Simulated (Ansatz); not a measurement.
**Mg$_{2}$Si: geometry relaxation (part 3 of 3)**

The same run, continued: Mg$_{2}$Si (slab, 18 atoms in the cell); DFT PBE+D3(BJ), scalar-relativistic, plane waves, PAW, no spin polarisation (Ansatz 0.2.0); cutoff 420 eV, 2×3×1 k-mesh, Gaussian smearing of 0.05 eV. The structure derives from an entry of the Crystallography Open Database. The input holds or restrains some coordinates. Forces given for the steps count only the free coordinates. It belongs to a series of runs on one base structure; here: clean slab, lower planes held.

## Trajectory as extended XYZ, continued
```
18
Lattice="8.8723 0.0000 0.0000 0.0000 6.2737 0.0000 0.0000 0.0000 20.4362" Properties=species:S:1:pos:R:3:forces:R:3 step=2 energy=-26900.42379
Mg    4.4362    4.7052    8.0000    0.0000  -0.5415   0.2348
Mg    0.0000    4.7052    8.0000    0.0000  -0.5415   0.2348
Mg    4.4362    1.5684    8.0000    0.0000   0.5415   0.2348
Mg    0.0000    1.5684    8.0000    0.0000   0.5415   0.2348
Si    2.2181    3.1368    8.0000    0.0000   0.0000  -0.1928
Si    6.6542    3.1368    8.0000    0.0000   0.0000  -0.1928
Mg    6.6542    1.7011   10.3005    0.0000  -0.3716  -0.0726
Mg    2.2181    1.7011   10.3005    0.0000  -0.3716  -0.0726
Mg    6.6542    4.5726   10.3005    0.0000   0.3716  -0.0726
Mg    2.2181    4.5726   10.3005    0.0000   0.3716  -0.0726
Si    4.4362    0.0000   10.2887    0.0000   0.0000   0.0439
Si    0.0000    0.0000   10.2887    0.0000   0.0000   0.0439
Mg    0.0000    4.5572   12.4868    0.0000   0.3544  -0.1365
Mg    4.4362    4.5572   12.4868    0.0000   0.3544  -0.1365
Mg    0.0000    1.7164   12.4868    0.0000  -0.3544  -0.1365
Mg    4.4362    1.7164   12.4868    0.0000  -0.3544  -0.1365
Si    6.6542    3.1368   12.6302    0.0000   0.0000   0.0964
Si    2.2181    3.1368   12.6302    0.0000   0.0000   0.0964
18
Lattice="8.8723 0.0000 0.0000 0.0000 6.2737 0.0000 0.0000 0.0000 20.4362" Properties=species:S:1:pos:R:3:forces:R:3 step=3 energy=-26900.51099
Mg    4.4362    4.7052    8.0000    0.0000  -0.5283   0.1141
Mg    0.0000    4.7052    8.0000    0.0000  -0.5283   0.1141
Mg    4.4362    1.5684    8.0000    0.0000   0.5283   0.1141
Mg    0.0000    1.5684    8.0000    0.0000   0.5283   0.1141
Si    2.2181    3.1368    8.0000    0.0000   0.0000  -0.2250
Si    6.6542    3.1368    8.0000    0.0000   0.0000  -0.2250
Mg    6.6542    1.6432   10.2642    0.0000  -0.0036  -0.0338
Mg    2.2181    1.6432   10.2642    0.0000  -0.0036  -0.0338
Mg    6.6542    4.6305   10.2642    0.0000   0.0036  -0.0338
Mg    2.2181    4.6305   10.2642    0.0000   0.0036  -0.0338
Si    4.4362    0.0000   10.2553    0.0000   0.0000   0.0092
Si    0.0000    0.0000   10.2553    0.0000   0.0000   0.0092
Mg    0.0000    4.6017   12.4305    0.0000   0.0265  -0.0060
Mg    4.4362    4.6017   12.4305    0.0000   0.0265  -0.0060
Mg    0.0000    1.6719   12.4305    0.0000  -0.0265  -0.0060
Mg    4.4362    1.6719   12.4305    0.0000  -0.0265  -0.0060
Si    6.6542    3.1368   12.5668    0.0000   0.0000   0.0667
Si    2.2181    3.1368   12.5668    0.0000   0.0000   0.0667
18
Lattice="8.8723 0.0000 0.0000 0.0000 6.2737 0.0000 0.0000 0.0000 20.4362" Properties=species:S:1:pos:R:3:forces:R:3 step=4 energy=-26900.51220
Mg    4.4362    4.7052    8.0000    0.0000  -0.5258   0.1142
Mg    0.0000    4.7052    8.0000    0.0000  -0.5258   0.1142
Mg    4.4362    1.5684    8.0000    0.0000   0.5258   0.1142
Mg    0.0000    1.5684    8.0000    0.0000   0.5258   0.1142
Si    2.2181    3.1368    8.0000    0.0000   0.0000  -0.2283
Si    6.6542    3.1368    8.0000    0.0000   0.0000  -0.2283
Mg    6.6542    1.6445   10.2633    0.0000  -0.0055  -0.0110
Mg    2.2181    1.6445   10.2633    0.0000  -0.0055  -0.0110
Mg    6.6542    4.6291   10.2633    0.0000   0.0055  -0.0110
Mg    2.2181    4.6291   10.2633    0.0000   0.0055  -0.0110
Si    4.4362    0.0000   10.2559    0.0000   0.0000   0.0039
Si    0.0000    0.0000   10.2559    0.0000   0.0000   0.0039
Mg    0.0000    4.6060   12.4329    0.0000  -0.0019  -0.0033
Mg    4.4362    4.6060   12.4329    0.0000  -0.0019  -0.0033
Mg    0.0000    1.6677   12.4329    0.0000   0.0019  -0.0033
Mg    4.4362    1.6677   12.4329    0.0000   0.0019  -0.0033
Si    6.6542    3.1368   12.5776    0.0000   0.0000   0.0246
Si    2.2181    3.1368   12.5776    0.0000   0.0000   0.0246
```

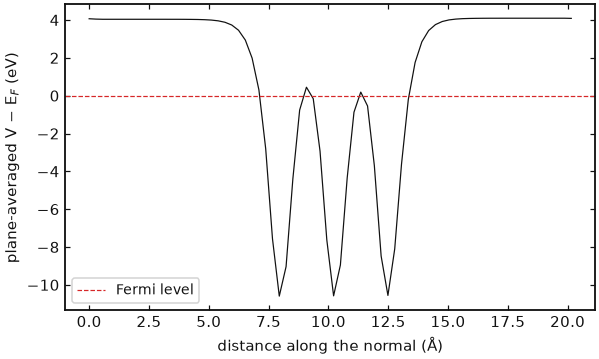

*Plane average of the electrostatic potential energy of an electron across the cell, from the Fermi level.*

The vacuum level lies 4.09 eV above the Fermi level on the upper side and 4.04 eV on the lower.

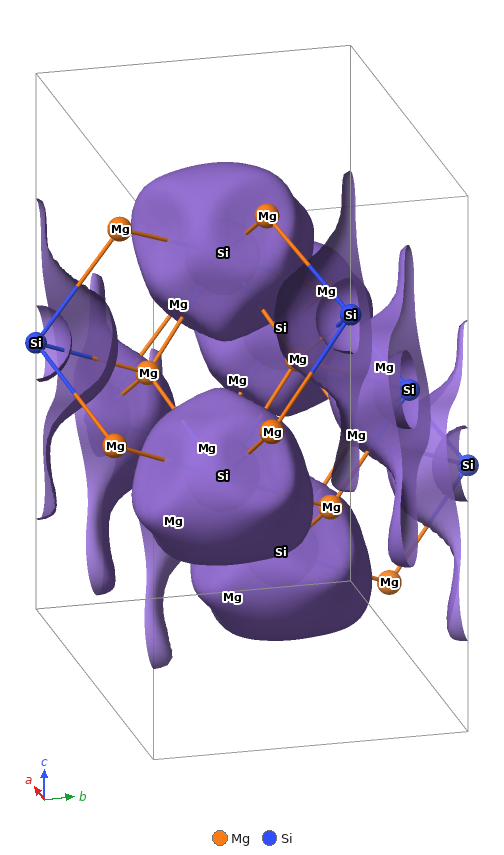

*Isosurface of the electron localisation function at 0.65 (purple), seen at an oblique angle. Only the valence region is drawn (cores and ρ < 0.01 e/Å³ removed). Sticks mark near contacts.*

Values along the shortest contacts: Mg–Si (2.66 Å): the ELF is about 0.80 at the midpoint (a polar contact without a shared pair, in a metal). Mg–Si (2.71 Å): the ELF is about 0.75 at the midpoint; a polar contact without a shared pair, in a metal. Core electrons are frozen (PAW), so the fields are smoothed inside the atomic spheres.

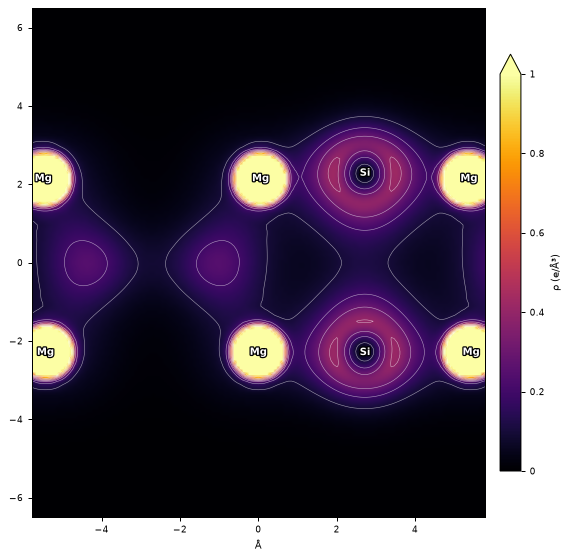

*Valence charge density (pseudo) on the (110) plane of the calculation cell, a cut from vacuum to vacuum.*

Mg–Si (2.66 Å): the density is about 0.26 e/Å³ at the midpoint. Mg–Si (2.72 Å): the density is about 0.24 e/Å³ at the midpoint. The density dies away to nearly zero in the vacuum.

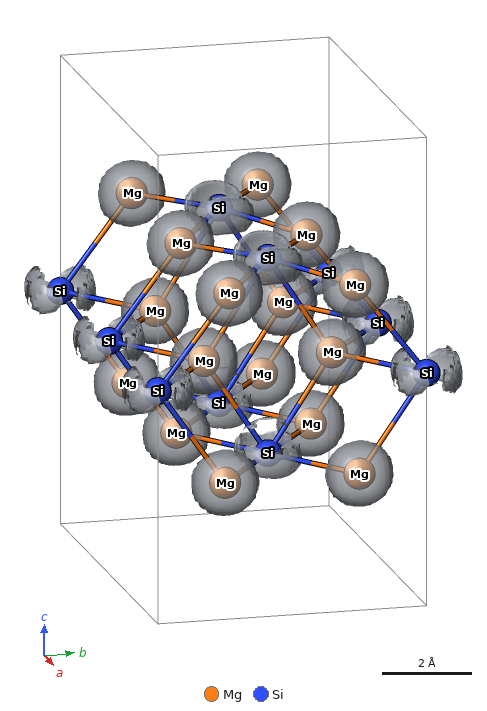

*Isosurface of the valence charge density (pseudo) at 0.4 e/Å³ (grey), seen slightly off an axis. Sticks mark near contacts.*

At this value the density breaks into separate islands; it holds about 65 % of the electrons treated as valence (semicore included). It is pinched off along the Mg–Si (2.66 Å), Mg–Si (2.71 Å) and Mg–Si (2.75 Å) contacts. On the grid the lowest density along these lines, outside the cores, is 0.2 e/Å³ (Mg–Si, 2.66 Å), 0.18 e/Å³ (Mg–Si, 2.71 Å) and 0.18 e/Å³ (Mg–Si, 2.75 Å).

The run was set up as follows.

## Input file
```yaml
crystal:
  lattice:
    - [8.8723031321, 0.0, 0.0]
    - [0.0, 6.2736657095, 0.0]
    - [0.0, 0.0, 20.4361515661]
  atoms:
    - { symbol: Mg, position: [0.5, 0.75, 0.391463137] }
    - { symbol: Mg, position: [0.0, 0.75, 0.391463137] }
    - { symbol: Mg, position: [0.5, 0.25, 0.391463137] }
    - { symbol: Mg, position: [0.0, 0.25, 0.391463137] }
    - { symbol: Si, position: [0.25, 0.5, 0.391463137] }
    - { symbol: Si, position: [0.75, 0.5, 0.391463137] }
    - { symbol: Mg, position: [0.75, 0.25, 0.5] }
    - { symbol: Mg, position: [0.25, 0.25, 0.5] }
    - { symbol: Mg, position: [0.75, 0.75, 0.5] }
    - { symbol: Mg, position: [0.25, 0.75, 0.5] }
    - { symbol: Si, position: [0.5, 0.0, 0.5] }
    - { symbol: Si, position: [0.0, 0.0, 0.5] }
    - { symbol: Mg, position: [0.0, 0.75, 0.608536863] }
    - { symbol: Mg, position: [0.5, 0.75, 0.608536863] }
    - { symbol: Mg, position: [0.0, 0.25, 0.608536863] }
    - { symbol: Mg, position: [0.5, 0.25, 0.608536863] }
    - { symbol: Si, position: [0.75, 0.5, 0.608536863] }
    - { symbol: Si, position: [0.25, 0.5, 0.608536863] }
basis:
  ecutwfc: 420
kpoints:
  mp_grid: { grid: [2, 3, 1] }
hamiltonian:
  xc: pbe
  dispersion: d3bj
scf:
  occupations: { method: gaussian, width: 0.05 }
output:
  forces: true
  eigenvalues: true
  write_density: true
  write_potential: true
  elf: true
  volumetric_format: npy
relax:
  adjacent_minimum: "off"
  f_tol: 0.03
  max_steps: 70
  constraints: [{ sites: [0, 1, 2, 3, 4, 5] }]
efield:
  axis: 3
  dipole_correction: true
  ramp_width: 0.04
```

Launched with:
```bash
ansatz run input.yaml --threads 4 --pin off --max-ram 12288MiB --backend cpu --events-out ev --progress --plain --runs-dir out
```

## Summary

| quantity | value |
| --- | --- |
| outcome | converged under the restraints of the input |
| electrons treated | 144 |
| free energy | −26900.5122 eV |
| work function, top face | 4.09 eV |
| work function, bottom face | 4.04 eV |
| Fermi energy | −0.675 eV |
| gap on the k-point mesh | none (metallic) |
| final volume | 1137.51 Å³ |
| work function (upper face) | 4.09 eV |
| largest force (length of the vector) at the end, held atoms and coordinates included | 0.538 eV/Å |
| hardware | 4 threads of AMD EPYC (Zen 5), 16 GiB of memory available, shared host |
| wall time | 18 s (CPU time 59 s) |
| peak memory | 1.8 GiB |

The program warns: the exchange-correlation potential is rough where the density is thin.
